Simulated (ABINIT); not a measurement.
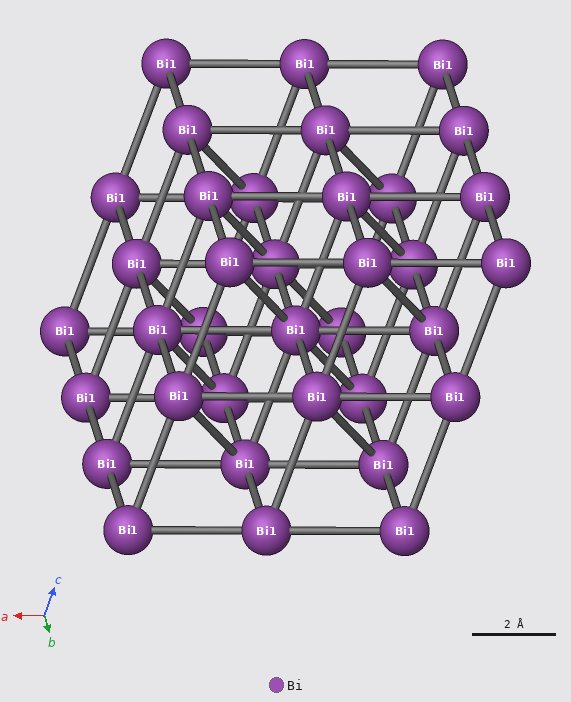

The structure (ball-and-stick view of the cell of the calculation, repeated 2 × 3 × 2, seen at an oblique angle; atoms are numbered from 1 in the order of the input). An atom can appear more than once, as a periodic image. Near neighbours in the periodic cell (some may lie outside the picture): Bi has 8 Bi at 3.41 to 3.48 Å.

## Single-point calculation, with input and output: Bi

- system: Bi (P-1, 1 atom in the cell)
- method: Kohn-Sham DFT of a periodic cell, RPBE, JTH PAW PBE v2.0, no spin polarisation (ABINIT 10.8.3)

The structure derives from a Materials Project entry.

Input:
```
# Pseudopotentials
pp_dirpath "./"
pseudos "Bi.GGA_PBE-JTH.xml"

# Structure
acell 6.4905484121 6.4453234749 6.5788730663
rprim
    -0.5971763694     0.5625795432     0.5717382630
     0.5890641863    -0.5729408964     0.5698614864
     0.5945780790     0.5667294299    -0.5703460891
ntypat 1
znucl 83
natom 1
typat 1
xred
    -0.0137770000    -0.0173050000    -0.0196660000
chkprim 0
chksymtnons 0
tolsym 1.0e-6

# Plane-wave basis
ecut 22.0
pawecutdg 59.4
pawxcdev 0

# k points
kptopt 1
ngkpt 9 9 9
nshiftk 1
shiftk 0.0 0.0 0.0

# Exchange and correlation
ixc 15

# Bands and occupations
nband 12
occopt 4
tsmear 0.00367493

# SCF cycle
nstep 100
tolvrs 1.0e-9

# Output
iomode 3
prtwf 0
prtden 0
prteig 0
prtebands 0
```

Hardware: 1 thread of Arm Neoverse V1, 24 GiB of memory available, shared host.

Launched with:
```bash
abinit run.abi > log 2>&1
```

Log:
```
.Version 10.8.3 of ABINIT
 Symmetries : space group P-1 (#  2); Bravais aP (primitive triclinic)
================================================================================
 Values of the parameters that define the memory need of the present run
     intxc =       0    ionmov =       0      iscf =      17    lmnmax =      18
     lnmax =       6     mgfft =      30  mpssoang =       3    mqgrid =    3001
     natom =       1  nloc_mem =       2    nspden =       1   nspinor =       1
    nsppol =       1      nsym =       2    n1xccc =       1    ntypat =       1
    occopt =       4   xclevel =       2
       mpw =        1049          nfft =       27000          nkpt =         365
 PAW method is used; the additional fine FFT grid is defined by:
   mgfftf=        48    nfftf =    110592
================================================================================
================================================================================

--------------------------------------------------------------------------------
------------- Echo of variables that govern the present computation ------------
--------------------------------------------------------------------------------
 -outvars: echo values of preprocessed input variables --------
            acell      6.4905484121E+00  6.4453234749E+00  6.5788730663E+00 Bohr
              amu      2.08980370E+02
          chkprim           0
      chksymtnons           0
             ecut      2.20000000E+01 Hartree
                       outvar_i_n : Printing only first  50 k-points.
              ixc          15
                       outvar_i_n : Printing only first  50 k-points.
         kptrlatt        9    0    0      0    9    0      0    0    9
          kptrlen      5.79576510E+01
            natom           1
            nband          12
            ngfft          30      30      30
          ngfftdg          48      48      48
             nkpt         365
            nstep         100
             nsym           2
           ntypat           1
                       prtocc : prtvol=0, do not print more k-points.
           occopt           4
        pawecutdg      5.94000000E+01 Hartree
         pawxcdev           0
           prtden           0
        prtebands           0
           prteig           0
            prtwf           0
            rprim     -5.9717636940E-01  5.6257954320E-01  5.7173826300E-01
                       5.8906418630E-01 -5.7294089640E-01  5.6986148640E-01
                       5.9457807900E-01  5.6672942990E-01 -5.7034608910E-01
          spgroup           2
           tolsym      1.00000000E-06
           tolvrs      1.00000000E-09
           tsmear      3.67493000E-03 Hartree
            typat      1
           useylm           1
                       outvars : Printing only first  50 k-points.
           xangst     -4.7217928776E-02 -3.1605544404E-02 -2.1640071883E-02
            xcart     -8.9228953620E-02 -5.9725822984E-02 -4.0893809204E-02
             xred     -1.3777000000E-02 -1.7305000000E-02 -1.9666000000E-02
            znucl       83.00000

================================================================================

 chkinp: Checking input parameters for consistency.

================================================================================
== DATASET  1 ==================================================================

--- !DatasetInfo
iteration_state: {dtset: 1, }
dimensions: {natom: 1, nkpt: 365, mband: 12, nsppol: 1, nspinor: 1, nspden: 1, mpw: 1049, }
cutoff_energies: {ecut:  22.0, pawecutdg:  59.4, }
electrons: {nelect:   1.50000000E+01, charge:   0.00000000E+00, occopt:   4.00000000E+00, tsmear:   3.67493000E-03, }
meta: {optdriver: 0, ionmov: 0, optcell: 0, iscf: 17, paral_kgb: 0, }
...

 Exchange-correlation functional for the present dataset will be:
  GGA: RPBE functional - ixc=15
  Hammer, L. B. Hansen, and J. K. Norskov, PRB 59, 7413 (1999)

 Real(R)+Recip(G) space primitive vectors, cartesian coordinates (Bohr,Bohr^-1):
 R(1)= -3.8760021  3.6514498  3.7108949  G(1)=  0.0007708  0.1362626  0.1362021
 R(2)=  3.7967092 -3.6927894  3.6729416  G(2)=  0.1311362  0.0001330  0.1368399
 R(3)=  3.9116537  3.7284410 -3.7522345  G(3)=  0.1291274  0.1348916  0.0021419
 Unit cell volume ucvol=  2.0998733E+02 bohr^3
 Angles (23,13,12)=  1.07426138E+02  1.11243130E+02  1.10382663E+02 degrees

 Coarse grid specifications (used for wave-functions):

 getcut: wavevector=  0.0000  0.0000  0.0000  ngfft=  30  30  30
         ecut(hartree)=     22.000   => boxcut(ratio)=   2.16170

 Fine grid specifications (used for densities):

 getcut: wavevector=  0.0000  0.0000  0.0000  ngfft=  48  48  48
         ecut(hartree)=     59.400   => boxcut(ratio)=   2.10343

--- Pseudopotential description ------------------------------------------------
- pspini: atom type   1  psp file is ./Bi.GGA_PBE-JTH.xml
 Pseudopotential format is: paw10
 basis_size (lnmax)=  6 (lmn_size= 18), orbitals=   0   0   1   1   2   2
 Spheres core radius: rc_sph= 2.41230754
 Shapefunction is BESSEL type: shapef(r,l)=aa(1,l)*jl(q(1,l)*r)+aa(2,l)*jl(q(2,l)*r)
 Radius for shape functions =  2.20555141
 Compensation charge density is not taken into account in XC energy/potential

   4.19464370E+02                                ecore*ucvol(ha*bohr**3)
--------------------------------------------------------------------------------

================================================================================

--- !BeginCycle
iteration_state: {dtset: 1, }
solver: {iscf: 17, nstep: 100, nline: 4, wfoptalg: 10, }
tolerances: {tolvrs: 1.00E-09, }
...

     iter   Etot(hartree)      deltaE(h)  residm     nres2
 ETOT  1  -70.898619397894    -7.090E+01 5.243E+01 3.946E+00
 ETOT  2  -72.087764947467    -1.189E+00 5.068E-01 1.446E+00
 ETOT  3  -72.090920330224    -3.155E-03 1.350E-01 4.244E-01
 ETOT  4  -72.091161449529    -2.411E-04 2.146E-02 8.019E-02
 ETOT  5  -72.091180968784    -1.952E-05 2.635E-02 2.235E-03
 ETOT  6  -72.091185865686    -4.897E-06 6.139E-03 2.089E-04
 ETOT  7  -72.091185783406     8.228E-08 8.750E-03 7.031E-06
 ETOT  8  -72.091185811868    -2.846E-08 2.086E-03 3.612E-07
 ETOT  9  -72.091185814139    -2.271E-09 1.960E-03 1.604E-08
 ETOT 10  -72.091185814382    -2.423E-10 1.668E-03 2.514E-09
 ETOT 11  -72.091185814392    -1.042E-11 7.113E-04 7.492E-11

 At SCF step   11       nres2   =  7.49E-11 < tolvrs=  1.00E-09 =>converged.

 Cartesian components of stress tensor (hartree/bohr^3)
  sigma(1 1)= -5.68583755E-05  sigma(3 2)= -1.58411204E-06
  sigma(2 2)= -9.08557553E-05  sigma(3 1)= -1.43122737E-05
  sigma(3 3)= -8.98013036E-05  sigma(2 1)=  5.07462020E-06

--- !ResultsGS
iteration_state: {dtset: 1, }
comment   : Summary of ground state results
lattice_vectors:
- [ -3.8760021,   3.6514498,   3.7108949, ]
- [  3.7967092,  -3.6927894,   3.6729416, ]
- [  3.9116537,   3.7284410,  -3.7522345, ]
lattice_lengths: [   6.49055,    6.44532,    6.57887, ]
lattice_angles: [107.426, 111.243, 110.383, ] # degrees, (23, 13, 12)
lattice_volume:   2.0998733E+02
convergence: {deltae: -1.042E-11, res2:  7.492E-11, residm:  7.113E-04, diffor: null, }
etotal    :  -7.20911858E+01
entropy   :   0.00000000E+00
fermie    :   2.96714748E-01
cartesian_stress_tensor: # hartree/bohr^3
- [ -5.68583755E-05,   5.07462020E-06,  -1.43122737E-05, ]
- [  5.07462020E-06,  -9.08557553E-05,  -1.58411204E-06, ]
- [ -1.43122737E-05,  -1.58411204E-06,  -8.98013036E-05, ]
pressure_GPa:   2.3293E+00
xred      :
- [ -1.3777E-02,  -1.7305E-02,  -1.9666E-02, Bi]
cartesian_forces: # hartree/bohr
- [ -0.00000000E+00,  -0.00000000E+00,  -0.00000000E+00, ]
force_length_stats: {min:   0.00000000E+00, max:   0.00000000E+00, mean:   0.00000000E+00, }
...

 Integrated electronic density in atomic spheres:
 ------------------------------------------------
 Atom  Sphere_radius  Integrated_density
    1        2.41231         12.11892918

================================================================================

 ----iterations are completed or convergence reached----

 Mean square residual over all n,k,spin=   13.986E-07; max=  71.130E-05
 reduced coordinates (array xred) for    1 atoms
      -0.013777000000     -0.017305000000     -0.019666000000
 rms dE/dt=  0.0000E+00; max dE/dt=  0.0000E+00; dE/dt below (all hartree)
    1       0.000000000000      0.000000000000      0.000000000000

 cartesian coordinates (angstrom) at end:
    1     -0.04721792877627    -0.03160554440386    -0.02164007188305

 cartesian forces (hartree/bohr) at end:
    1     -0.00000000000000    -0.00000000000000    -0.00000000000000
 frms,max,avg= 0.0000000E+00 0.0000000E+00   0.000E+00  0.000E+00  0.000E+00 h/b

 cartesian forces (eV/Angstrom) at end:
    1     -0.00000000000000    -0.00000000000000    -0.00000000000000
 frms,max,avg= 0.0000000E+00 0.0000000E+00   0.000E+00  0.000E+00  0.000E+00 e/A
 length scales=  6.490548412100  6.445323474900  6.578873066300 bohr
              =  3.434650303616  3.410718297501  3.481389697748 angstroms
 Fermi (or HOMO) energy (hartree) =   0.29671   Average Vxc (hartree)=  -0.34861
 Eigenvalues (hartree) for nkpt= 365  k points:
 kpt#   1, nband= 12, wtk=  0.00137, kpt=  0.0000  0.0000  0.0000 (reduced coord)
  -0.55496   -0.55468   -0.55379   -0.55019   -0.54971   -0.20229    0.47410    0.48621
   0.48906    0.62670    0.66844    0.68568
      occupation numbers for kpt#   1
   2.00000    2.00000    2.00000    2.00000    2.00000    2.00000    0.00000    0.00000
   0.00000    0.00000    0.00000    0.00000
 prteigrs : prtvol=0 or 1, do not print more k-points.

--- !EnergyTerms
iteration_state     : {dtset: 1, }
comment             : Components of total free energy in Hartree
kinetic             :  4.64234147071700E+00
hartree             :  1.75830711366097E+01
xc                  : -2.54104173832967E+00
Ewald energy        : -5.46655932678377E+01
psp_core            :  1.99756986214099E+00
local_psp           : -5.91068271344383E+01
PAW spherical_terms :  1.99993256127245E+01
internal            : -7.20911540584135E+01
'-kT*entropy'       : -3.00845318791548E-05
total_energy        : -7.20911841429454E+01
total_energy_eV     : -1.96170105664383E+03
...

--- !EnergyTermsDC
iteration_state     : {dtset: 1, }
comment             : '"Double-counting" decomposition of free energy'
band_energy         : -5.09994158277759E+00
Ewald energy        : -5.46655932678377E+01
psp_core            :  1.99756986214099E+00
xc_dc               : -1.72708885680776E+01
PAW spherical_terms :  2.94769782669181E+00
internal            : -7.20911557298601E+01
'-kT*entropy'       : -3.00845318791548E-05
total_energy_dc     : -7.20911858143920E+01
total_energy_dc_eV  : -1.96170110212621E+03
...

--- !EnergyTermsWithPAWCore
iteration_state     : {dtset: 1, }
comment             : 'Components of total free energy, including PAW core contributions'
Total energy        : -2.15314822124600E+04
Total energy DC     : -2.15314822141314E+04
Total energy (eV)   : -5.85901478931718E+05
Total energy DC (eV): -5.85901478977200E+05
...

 Cartesian components of stress tensor (hartree/bohr^3)
  sigma(1 1)= -5.68583755E-05  sigma(3 2)= -1.58411204E-06
  sigma(2 2)= -9.08557553E-05  sigma(3 1)= -1.43122737E-05
  sigma(3 3)= -8.98013036E-05  sigma(2 1)=  5.07462020E-06

-Cartesian components of stress tensor (GPa)         [Pressure=  2.3293E+00 GPa]
- sigma(1 1)= -1.67283116E+00  sigma(3 2)= -4.66061854E-02
- sigma(2 2)= -2.67306861E+00  sigma(3 1)= -4.21081629E-01
- sigma(3 3)= -2.64204557E+00  sigma(2 1)=  1.49300481E-01

== END DATASET(S) ==============================================================
================================================================================

 -outvars: echo values of variables after computation  --------
            acell      6.4905484121E+00  6.4453234749E+00  6.5788730663E+00 Bohr
           etotal     -7.2091185814E+01
            fcart     -0.0000000000E+00 -0.0000000000E+00 -0.0000000000E+00
            rprim     -5.9717636940E-01  5.6257954320E-01  5.7173826300E-01
                       5.8906418630E-01 -5.7294089640E-01  5.6986148640E-01
                       5.9457807900E-01  5.6672942990E-01 -5.7034608910E-01
           strten     -5.6858375474E-05 -9.0855755343E-05 -8.9801303567E-05
                      -1.5841120441E-06 -1.4312273678E-05  5.0746201960E-06
           xangst     -4.7217928776E-02 -3.1605544404E-02 -2.1640071883E-02
             xred     -1.3777000000E-02 -1.7305000000E-02 -1.9666000000E-02
 Calculation completed.
```

Results in brief:

| quantity | value |
| --- | --- |
| outcome | converged |
| space group (tolerance 0.01 Å) | P-1 (2) |
| electrons treated | 15 |
| free energy | −1961.7011 eV |
| Fermi energy | 8.074 eV |
| gap on the k-point mesh | none (metallic) |
| pressure | 2.33 GPa |
| largest force (length of the vector) | under 0.001 eV/Å |
| wall time | 2.3 min |
| peak memory | 0.28 GiB |

Spin–orbit coupling is left out, which matters for Bi.
